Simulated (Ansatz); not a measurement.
Read the following structure.

```
C
1.0
     2.44954    0.00000    0.00000
    -1.22477    2.12136    0.00000
     0.00000    0.00000    8.37293
C
2
Cartesian
  0.0000 1.4142 4.1865
  1.2248 0.7071 4.1865
```

### Before looking at a picture, describe the arrangement of atoms.

The element is carbon. The cell holds two atoms. Each C atom is coordinated by three C in a trigonal planar arrangement at 1.41 Å. The bonds build C layers parallel to (001).

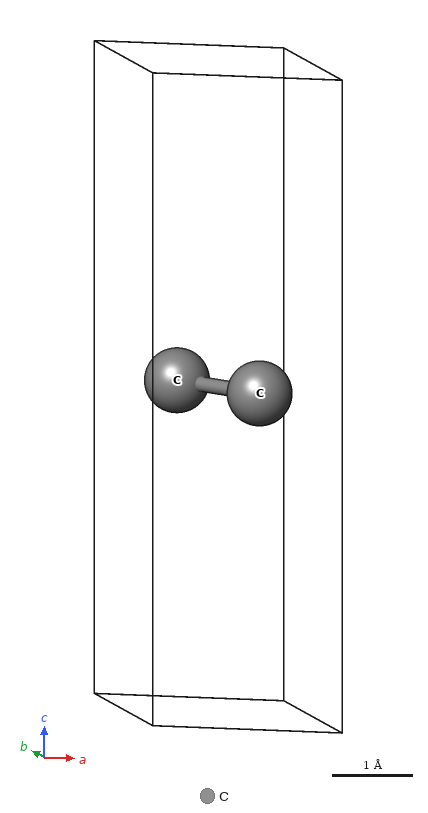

Shown here is a ball-and-stick view of the crystal, taken slightly off an axis. The wireframe shows the simulation cell.

The cell started as a structure listed in the Materials Project. The cell was then strained or its atoms displaced on purpose. Ansatz was used for an electronic-structure calculation on it.
